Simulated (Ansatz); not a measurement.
**Geometry relaxation of Ti$_{2}$O$_{3}$ (part 2 of 3)**

Ti$_{2}$O$_{3}$ (R-3c, 10 atoms in the cell); DFT r2SCAN+U, scalar-relativistic, plane waves, PAW, Ueff = 4 eV on Ti d, spin-polarised (Ansatz 0.2.0); cutoff 500 eV, 6×6×6 k-mesh, Gaussian smearing of 0.1 eV, collinear spins. The structure derives from an entry of the Crystallography Open Database.

Geometry of the input (Å; fractional positions):
```
2.5745  1.4864  4.5473
-2.5745  1.4864  4.5473
0.0000  -2.9728  4.5473
Ti 0.8450  0.8450  0.8450
Ti 0.6550  0.6550  0.6550
Ti 0.1550  0.1550  0.1550
Ti 0.3450  0.3450  0.3450
O  0.0670  0.4330  0.7500
O  0.7500  0.0670  0.4330
O  0.4330  0.7500  0.0670
O  0.9330  0.5670  0.2500
O  0.2500  0.9330  0.5670
O  0.5670  0.2500  0.9330
```

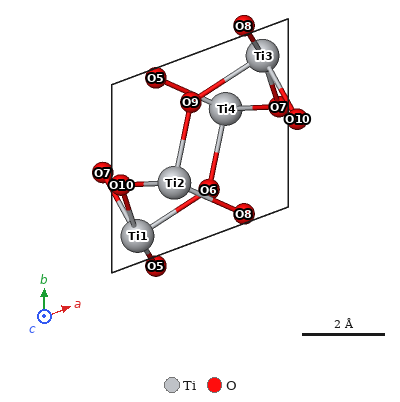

The geometry at step 5 of the log (ball-and-stick view of the reduced cell, along the c axis; atoms are numbered from 1 in the order of the input).

Output, continued
```
SCF iter   1: F=—  HF=-13432.733384 eV  |F-HF|=—  |Δ(HF+E_count)|=         —  Δρ=2.69e-2 (↑2.69e-2 ↓8.46e-3)  dr2=2.00e-1  dr2_τ=1.39e0  dr2_m=1.93e-1  M=4.000 μB ∫|m|=4.173 μB  β_m=1.00  ethr=2.37e-4  ⟨swp⟩=1.0  Hψ=19962  notcnv=0
preconditioner: auto → Resta (q_TF=auto, 2.608 Å⁻¹)  ε∞=6.1  [insulator: Δε(μ)=1.844 eV  Ē_g=11.359 eV  σ=0.100 eV  W_gap=1.00  n_scr=26 (ndim 8)  ℏωp=25.5 eV  f_vac=0.018  D(μ)=0.00/eV (n_scr^D=0)  ε∞_Penn≈6.1]
spin=Collinear: Resta preconditioning applied to the charge; magnetization (m = ρ↑ − ρ↓) channel mixes plain (no charge-response kernel on spin).
SCF iter   2: F=—  HF=-13434.468082 eV  |F-HF|=—  |Δ(HF+E_count)|=    1.73e0  Δρ=1.18e-2 (↑1.18e-2 ↓9.31e-3)  dr2=1.23e-1  dr2_τ=7.43e-3  dr2_m=2.61e-3  M=4.000 μB ∫|m|=4.184 μB  β_m=1.00  ethr=2.37e-4  ⟨swp⟩=2.5  Hψ=7011  notcnv=0  κ⁻¹=1.0e0(r=1)
SCF iter   3: F=—  HF=-13434.516617 eV  |F-HF|=—  |Δ(HF+E_count)|=   4.85e-2  Δρ=7.33e-3 (↑7.33e-3 ↓7.30e-3)  dr2=6.15e-2  dr2_τ=3.71e-3  dr2_m=8.38e-6  M=4.000 μB ∫|m|=4.188 μB  β_m=1.00  ethr=1.47e-4  ⟨swp⟩=1.4  Hψ=4322  notcnv=0  κ⁻¹=1.1e-2(r=2)
SCF iter   4: F=—  HF=-13434.569962 eV  |F-HF|=—  |Δ(HF+E_count)|=   5.33e-2  Δρ=2.55e-3 (↑2.15e-3 ↓2.55e-3)  dr2=9.76e-3  dr2_τ=4.14e-4  dr2_m=7.22e-5  M=4.000 μB ∫|m|=4.190 μB  β_m=1.00  ethr=7.32e-5  ⟨swp⟩=2.5  Hψ=6528  notcnv=0  κ⁻¹=2.3e-3(r=3)
SCF iter   5: F=—  HF=-13434.577282 eV  |F-HF|=—  |Δ(HF+E_count)|=   7.32e-3  Δρ=6.81e-4 (↑6.81e-4 ↓6.76e-4)  dr2=1.31e-3  dr2_τ=2.69e-5  dr2_m=8.72e-7  M=4.000 μB ∫|m|=4.189 μB  β_m=1.00  ethr=1.16e-5  ⟨swp⟩=2.2  Hψ=5235  notcnv=0  κ⁻¹=2.7e-4(r=4)
SCF iter   6: F=—  HF=-13434.577361 eV  |F-HF|=—  |Δ(HF+E_count)|=   7.90e-5  Δρ=3.85e-4 (↑3.84e-4 ↓3.85e-4)  dr2=3.28e-4  dr2_τ=1.10e-5  dr2_m=1.41e-6  M=4.000 μB ∫|m|=4.189 μB  β_m=1.00  ethr=1.56e-6  ⟨swp⟩=2.4  Hψ=5316  notcnv=0  κ⁻¹=7.0e-5(r=5)
SCF iter   7: F=—  HF=-13434.577498 eV  |F-HF|=—  |Δ(HF+E_count)|=   1.37e-4  Δρ=1.99e-4 (↑1.99e-4 ↓1.77e-4)  dr2=6.46e-5  dr2_τ=2.74e-6  dr2_m=6.47e-7  M=4.000 μB ∫|m|=4.189 μB  β_m=1.00  ethr=3.90e-7  ⟨swp⟩=2.5  Hψ=5906  notcnv=0  κ⁻¹=1.6e-5(r=6)
SCF iter   8: F=—  HF=-13434.577544 eV  |F-HF|=—  |Δ(HF+E_count)|=   4.63e-5  Δρ=7.67e-5 (↑7.57e-5 ↓7.67e-5)  dr2=1.37e-5  dr2_τ=3.54e-7  dr2_m=4.03e-8  M=4.000 μB ∫|m|=4.189 μB  β_m=1.00  ethr=7.69e-8  ⟨swp⟩=2.3  Hψ=5145  notcnv=0  κ⁻¹=1.4e-6(r=7)
SCF iter   9: F=—  HF=-13434.577550 eV  |F-HF|=—  |Δ(HF+E_count)|=   5.45e-6  Δρ=2.61e-5 (↑2.19e-5 ↓2.61e-5)  dr2=2.02e-6  dr2_τ=2.75e-8  dr2_m=2.01e-8  M=4.000 μB ∫|m|=4.189 μB  β_m=1.00  ethr=1.63e-8  ⟨swp⟩=2.2  Hψ=5876  notcnv=0  κ⁻¹=4.6e-7(r=8)
SCF iter  10: F=-13434.577551 eV  HF=-13434.577550 eV  |F-HF|=2.63e-7  |Δ(HF+E_count)|=   6.20e-7  Δρ=1.49e-5 (↑1.44e-5 ↓1.49e-5)  dr2=5.12e-7  dr2_τ=2.31e-8  dr2_m=1.14e-9  M=4.000 μB ∫|m|=4.189 μB  ethr=1.19e-9  ⟨swp⟩=7.2  Hψ=13463  notcnv=0
SCF 2 converged in 10 iterations: F = -13434.577551 eV  dr2 = 5.12e-7
[... from here on the iterations of each SCF are left out, up to the last one ...]
relax step   2: F+E_penalty+E_count = -13434.57755056 eV  Δ(F+E_penalty+E_count) = -9.087e-1 eV  max|allowed force component| = 3.818e-1 eV/Å  Δτ_max = 0.1091 Å  P = +2.712 GPa  Ω = 110.019 Å³  energy of the carried Pulay correction = -4.211e-3 eV  (10 SCF iters, dr2 threshold 1.00e-6 eV, accepted)
Crystal: 10 atoms, lattice volume = 111.153 Å³
preconditioner: auto → Resta (q_TF=auto, 2.604 Å⁻¹)  ε∞=6.0  [insulator: Δε(μ)=1.991 eV  Ē_g=11.377 eV  σ=0.100 eV  W_gap=1.00  n_scr=26 (ndim 8)  ℏωp=25.4 eV  f_vac=0.010  D(μ)=0.00/eV (n_scr^D=0)  ε∞_Penn≈6.0]
spin=Collinear: Resta preconditioning applied to the charge; magnetization (m = ρ↑ − ρ↓) channel mixes plain (no charge-response kernel on spin).
SCF 3 converged in 8 iterations: F = -13434.638455 eV  dr2 = 4.70e-7
relax step   3: F+E_penalty+E_count = -13434.63845506 eV  Δ(F+E_penalty+E_count) = -6.090e-2 eV  max|allowed force component| = 1.651e-1 eV/Å  Δτ_max = 0.0116 Å  P = -0.030 GPa  Ω = 111.153 Å³  energy of the carried Pulay correction = -5.037e-3 eV  (8 SCF iters, dr2 threshold 1.00e-6 eV, accepted)
Crystal: 10 atoms, lattice volume = 111.101 Å³
Basis set: ecut = 500 eV, 2801 PW (Γ), exchange–correlation on 160×160×160 points (64 copies of the dense FFT grid, shifted against one another)
preconditioner: auto → Resta (q_TF=auto, 2.604 Å⁻¹)  ε∞=6.0  [insulator: Δε(μ)=1.995 eV  Ē_g=11.369 eV  σ=0.100 eV  W_gap=1.00  n_scr=26 (ndim 8)  ℏωp=25.4 eV  f_vac=0.009  D(μ)=0.00/eV (n_scr^D=0)  ε∞_Penn≈6.0]
spin=Collinear: Resta preconditioning applied to the charge; magnetization (m = ρ↑ − ρ↓) channel mixes plain (no charge-response kernel on spin).
SCF 4 converged in 6 iterations: F = -13434.642867 eV  dr2 = 3.60e-7
relax step   4: F+E_penalty+E_count = -13434.64286739 eV  Δ(F+E_penalty+E_count) = -4.412e-3 eV  max|allowed force component| = 1.152e-1 eV/Å  Δτ_max = 0.0045 Å  P = -0.053 GPa  Ω = 111.101 Å³  energy of the carried Pulay correction = -4.999e-3 eV  (6 SCF iters, dr2 threshold 1.00e-6 eV, accepted)
Crystal: 10 atoms, lattice volume = 110.936 Å³
Basis set: ecut = 500 eV, 2789 PW (Γ), exchange–correlation on 160×160×160 points (64 copies of the dense FFT grid, shifted against one another)
preconditioner: auto → Resta (q_TF=auto, 2.605 Å⁻¹)  ε∞=6.0  [insulator: Δε(μ)=2.018 eV  Ē_g=11.378 eV  σ=0.100 eV  W_gap=1.00  n_scr=26 (ndim 8)  ℏωp=25.4 eV  f_vac=0.007  D(μ)=0.00/eV (n_scr^D=0)  ε∞_Penn≈6.0]
spin=Collinear: Resta preconditioning applied to the charge; magnetization (m = ρ↑ − ρ↓) channel mixes plain (no charge-response kernel on spin).
SCF 5 converged in 7 iterations: F = -13434.645044 eV  dr2 = 5.37e-7
relax step   5: F+E_penalty+E_count = -13434.64504430 eV  Δ(F+E_penalty+E_count) = -2.177e-3 eV  max|allowed force component| = 5.666e-2 eV/Å  Δτ_max = 0.0106 Å  P = +0.103 GPa  Ω = 110.936 Å³  energy of the carried Pulay correction = -4.879e-3 eV  (7 SCF iters, dr2 threshold 8.30e-7 eV, accepted)
Crystal: 10 atoms, lattice volume = 111.028 Å³
Basis set: ecut = 500 eV, 2795 PW (Γ), exchange–correlation on 160×160×160 points (64 copies of the dense FFT grid, shifted against one another)
preconditioner: auto → Resta (q_TF=auto, 2.604 Å⁻¹)  ε∞=6.0  [insulator: Δε(μ)=2.007 eV  Ē_g=11.372 eV  σ=0.100 eV  W_gap=1.00  n_scr=26 (ndim 8)  ℏωp=25.4 eV  f_vac=0.008  D(μ)=0.00/eV (n_scr^D=0)  ε∞_Penn≈6.0]
spin=Collinear: Resta preconditioning applied to the charge; magnetization (m = ρ↑ − ρ↓) channel mixes plain (no charge-response kernel on spin).
SCF 6 converged in 6 iterations: F = -13434.645482 eV  dr2 = 1.51e-7
relax step   6: F+E_penalty+E_count = -13434.64548229 eV  Δ(F+E_penalty+E_count) = -4.380e-4 eV  max|allowed force component| = 1.934e-3 eV/Å  Δτ_max = 0.0042 Å  P = -0.014 GPa  Ω = 111.028 Å³  energy of the carried Pulay correction = -4.946e-3 eV  (6 SCF iters, dr2 threshold 2.01e-7 eV, accepted)
Basis set: ecut = 500 eV, 2795 PW (Γ), exchange–correlation on 180×180×180 points (64 copies of the dense FFT grid, shifted against one another)
Initial wavefunctions: pseudopotential atomic-orbital guess (no wavefunctions were taken with the density)
iter 1 solved again at ethr=1.12e-8 eV; its pass at ethr=3.10e-3 eV (dr2=9.42e-6 eV) is discarded
SCF iter   1: F=—  HF=-13434.649606 eV  |F-HF|=—  |Δ(HF+E_count)|=         —  Δρ=2.00e-4 (↑2.00e-4 ↓1.72e-4)  dr2=5.99e-6  dr2_τ=7.57e-6  dr2_m=2.46e-6  M=4.000 μB ∫|m|=4.196 μB  β_m=1.00  ethr=1.12e-8  ⟨swp⟩=3.9  Hψ=23727  notcnv=0
preconditioner: auto → Resta (q_TF=auto, 2.604 Å⁻¹)  ε∞=6.0  [insulator: Δε(μ)=2.006 eV  Ē_g=11.373 eV  σ=0.100 eV  W_gap=1.00  n_scr=26 (ndim 8)  ℏωp=25.4 eV  f_vac=0.008  D(μ)=0.00/eV (n_scr^D=0)  ε∞_Penn≈6.0]
spin=Collinear: Resta preconditioning applied to the charge; magnetization (m = ρ↑ − ρ↓) channel mixes plain (no charge-response kernel on spin).
SCF iter   2: F=—  HF=-13434.650047 eV  |F-HF|=—  |Δ(HF+E_count)|=   4.41e-4  Δρ=1.27e-4 (↑1.27e-4 ↓1.27e-4)  dr2=3.01e-6  dr2_τ=8.34e-6  dr2_m=3.09e-9  M=4.000 μB ∫|m|=4.196 μB  β_m=1.00  ethr=7.13e-9  ⟨swp⟩=2.0  Hψ=5120  notcnv=0  κ⁻¹=1.0e0(r=1)
SCF iter   3: F=—  HF=-13434.650119 eV  |F-HF|=—  |Δ(HF+E_count)|=   7.28e-5  Δρ=8.90e-5 (↑8.90e-5 ↓8.90e-5)  dr2=1.54e-6  dr2_τ=4.07e-6  dr2_m=4.10e-10  M=4.000 μB ∫|m|=4.196 μB  β_m=1.00  ethr=3.58e-9  ⟨swp⟩=2.1  Hψ=4631  notcnv=0  κ⁻¹=5.6e-2(r=2)
SCF iter   4: F=—  HF=-13434.650186 eV  |F-HF|=—  |Δ(HF+E_count)|=   6.66e-5  Δρ=4.85e-6 (↑4.41e-6 ↓4.85e-6)  dr2=5.35e-8  dr2_τ=3.48e-9  dr2_m=5.67e-10  M=4.000 μB ∫|m|=4.196 μB  β_m=1.00  ethr=1.84e-9  ⟨swp⟩=2.0  Hψ=6016  notcnv=0  κ⁻¹=4.7e-4(r=3)
SCF iter   5: F=-13434.650186 eV  HF=-13434.650186 eV  |F-HF|=2.07e-8  |Δ(HF+E_count)|=   3.01e-8  Δρ=2.26e-6 (↑2.23e-6 ↓2.26e-6)  dr2=9.15e-9  dr2_τ=1.80e-9  dr2_m=2.24e-10  M=4.000 μB ∫|m|=4.196 μB  ethr=1.19e-11  ⟨swp⟩=3.8  Hψ=13024  notcnv=0
SCF 7 converged in 5 iterations: F = -13434.650186 eV  dr2 = 9.15e-9
relax step   7: F+E_penalty+E_count = -13434.65018597 eV  Δ(F+E_penalty+E_count) = -4.704e-3 eV  max|allowed force component| = 1.459e-3 eV/Å  Δτ_max = 0.0000 Å  P = -0.024 GPa  Ω = 111.028 Å³  stress off target by 3.90e-2 GPa  SCF on the basis re-selected at this cell (its energy is not comparable with the rows above)  (5 SCF iters)
```

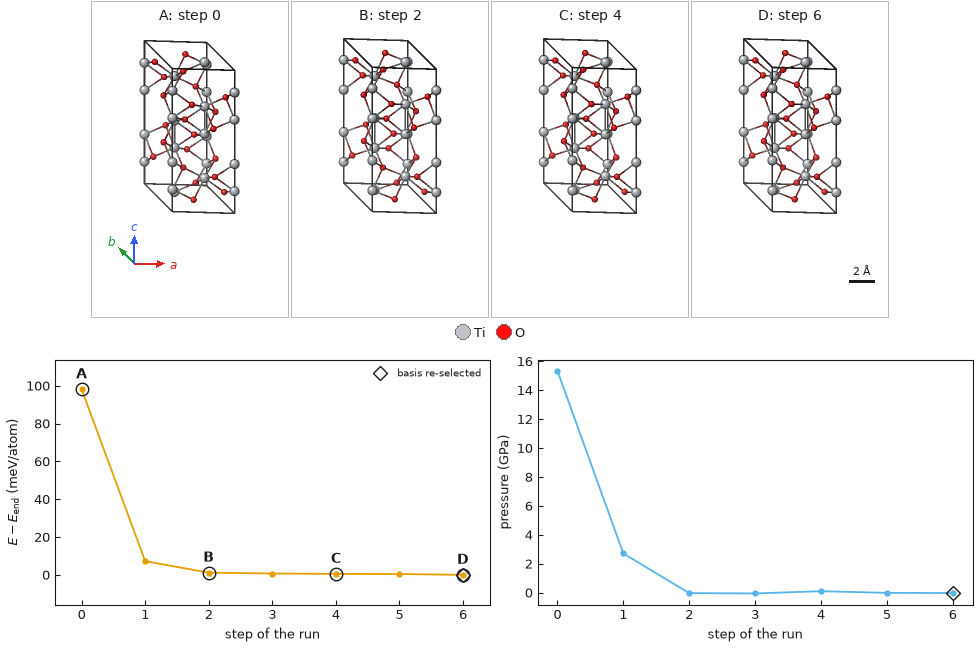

Frames of the relaxation (ball-and-stick view of the cell 3 times as large as that of the calculation, set on its symmetry axes, seen at an oblique angle) above the curves, on which the letters mark them (the first geometry is step 0 here and step 1 in the log).

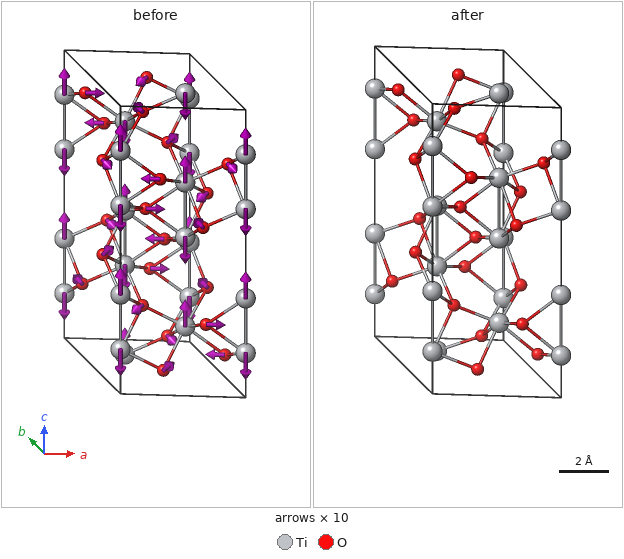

Before (left) and after (right) the relaxation, at one scale (ball-and-stick view of the cell 3 times as large as that of the calculation, set on its symmetry axes, seen at an oblique angle). The pink arrows give the displacements (without the part carried along by the change of the cell), magnified 10 times. After 5 geometry steps the energy has fallen by 97.7 meV per atom. The largest force component goes from 2.2 to 0.0015 eV/Å. Pressure: 15.35 GPa at the start and −0.02 GPa at the end. The largest moves relative to the cell, 0.13 Å, are those of Ti1, Ti2, Ti3 and Ti4. Largest moves by element: Ti 0.13 Å, O 0.08 Å. The volume changes by +6.3 %, with a = b 5.149 → 5.289 Å (+2.7 %), c 13.642 → 13.747 Å (+0.8 %). Among the contacts that change: Ti1–Ti2 2.592 → 2.870 Å, Ti1–O5 2.084 → 2.145 Å, Ti1–O10 2.013 → 2.042 Å. Among the angles that change: Ti3–O10–Ti4 76.9° → 84.0°, Ti1–O10–Ti2 124.2° → 118.1°, Ti1–O10–Ti3 93.7° → 95.8°. The space group stays R-3c (No. 167). A last SCF at the same geometry on a re-selected plane-wave basis shifts the energy by −0.5 meV per atom. (Atoms are counted from 1 in the order of the input.)

```
basis re-selected at this cell: Δ(F+E_penalty+E_count) = -4.704e-3 eV, ΔP = -0.011 GPa vs the last step (what re-selecting the basis moved, of the pressure what is left beyond the Pulay correction that the steps carried, after the strain that the cell walked since its last selection, with what the two solves' SCF thresholds leave and, on support functions, any second-order correction that the steps lacked; it is no measure of the basis error at this ecutwfc). The dense FFT grid was sized anew with the basis: this SCF ran on 45×45×45 points, the steps before it on 40×40×40, so part of this shift can come from that change (see relax.cell in the input reference). This SCF's stress stands 3.90e-2 GPa from its target on what of the cell is left free (relax.cell.stress_tol is 5.00e-1 GPa) and its largest allowed force component is 1.46e-3 eV/Å (relax.f_tol is 5.00e-2 eV/Å): within both
WARN: an SCF from antiferromagnetic starting moments (0.94, -0.94, -0.94, 0.94, 0.00, 0.00, 0.00, 0.00, 0.00, 0.00 Bohr magnetons, atom by atom) was not made, by what the run has read of turns of its moments that order reads lower: the deck asks for what bars it, or types moments that do (magnetization.spin_polarized, in the input reference, names some of the keys), or the run goes by scf.lower_state_search: light, the default, which as a rule tries one only behind a close that has lost an order of both signs, or on which an open d or half-filled 4f shell of a PAW file has lost a moment that was set nearer to Hund's than to what is left; or, under a Hubbard U, one that names an f shell that the input leaves bare beside given moments, or a larger moment for a shell of low spin that is given one. standard, with a start from the atoms, tries one behind each close (in a relaxation, ahead of its steps or at their end). To set out from that order, type those moments (crystal.atoms[].spin; where shells were raised to Hund's moment, beside crystal.symmetry.detect: false) under scf.lower_state_search: light. The bands of the close that named these starting moments, or of the one ahead of a search that led to it (under cold or Methfessel-Paxton smearing those of the Gaussian ahead of it) read a cost of -212.38 meV for the turn to them, carried on from a small turn (-212.38 by the pairs of d shells alone)
SCF converged after 5 iterations
Stability not checked: this state was not tested for a lower state beside it, because the mixer in use, unlike msr1, does not test its closes by its own steps (another_mixer; see scf.mixing.algorithm and scf.lower_state_search)
Magnetization: 4.0000 μB (44.0000 up, 40.0000 down)
Absolute magnetization: 4.1796 μB (∫|ρ↑−ρ↓|, with the PAW one-centre terms)
Spin contamination: 0.0154 ħ² per cell (⟨S²⟩ above its minimum at these occupations)
Per-site moments (μB) at R_I (Å): [(0.7431059108523574, 0.8422516689071385), (0.7431059108523572, 0.8422516689071388), (0.7431059108523572, 0.8422516689071379), (0.7431059108523567, 0.8422516689071384), (-0.005878267915000746, 0.8422516689071382), (-0.0058782679150006685, 0.8422516689071379), (-0.005878267915000638, 0.842251668907138), (-0.005878267915000565, 0.8422516689071388), (-0.005878267915000596, 0.8422516689071385), (-0.0058782679150005375, 0.8422516689071388)]
Free energy (F): -13434.650186 eV
Harris-Foulkes:  -13434.650186 eV  (|F-HF|=2.07e-8)
Internal energy: -13434.650186 eV  (E = F + TS)
E sigma→0 (E₀):  -13434.650186 eV
Fermi energy:    12.284553 eV
--- Per-component energies (eV) ---
  E_band       = -772.731902
  E_kinetic    = 2147.700747
  E_local      = -5317.239772  (includes V_loc(G=0)·N_el)
  E_nonlocal   = 310.641477
  E_hartree    = 2058.328961
  E_xc         = -817.374293
  E_vxc        = -1170.972091  (∫ρ·V_xc dr)
  E_hubbard    = 8.149157  (on-site DFT+U / exact-exchange correction)
  E_vhub       = -1.116770  (the Hubbard potential's part of the band-sum identity)
  E_paw        = -5184.668210  (= ΣΔE_a)
  E_vpaw       = -935.226712  (= ΣTr[D̂ρ^β])
  E_aug_tail   = 0.006564  (compensation charges beyond the density's cutoff)
  E_vtau       = 76.822683  (kinetic-family band-sum trace: ∫τ·v_τ [+ j·A + Jᵃ·Aᵃ] dr)
  E_ewald      = -6638.989343
  E_core_change = -1.205474  (= ΣΔE_core)
  E_smearing   = -0.000000  (= −TS)
  E_closure    = 0.000000  (closes the sum)
  Σ components = -13434.650186   (vs F -13434.650186, Δ=0.00e0)
--- Forces (eV/Å), atoms counted from 1 ---
  atom   1  Ti    -0.00000000     0.00000000    -0.00145853
  atom   2  Ti     0.00000000    -0.00000000     0.00145853
  atom   3  Ti     0.00000000     0.00000000     0.00145853
  atom   4  Ti    -0.00000000     0.00000000    -0.00145853
  atom   5  O     -0.00082291    -0.00000000    -0.00000000
  atom   6  O      0.00041146    -0.00071266     0.00000000
  atom   7  O      0.00041146     0.00071266    -0.00000000
  atom   8  O      0.00082291     0.00000000     0.00000000
  atom   9  O     -0.00041146     0.00071266    -0.00000000
  atom  10  O     -0.00041146    -0.00071266     0.00000000
  max |Σ_I F_I| component: 3.14e-18 eV/Å
--- Stress (GPa, compression-positive) ---
       -0.016930       0.000000      -0.000000
        0.000000      -0.016930       0.000000
       -0.000000      -0.000000      -0.038956
  P = ⅓ Tr σ = -0.0243 GPa (-0.243 kbar)
--- Band table (eV; the first three rows and the last of 64) ---
```
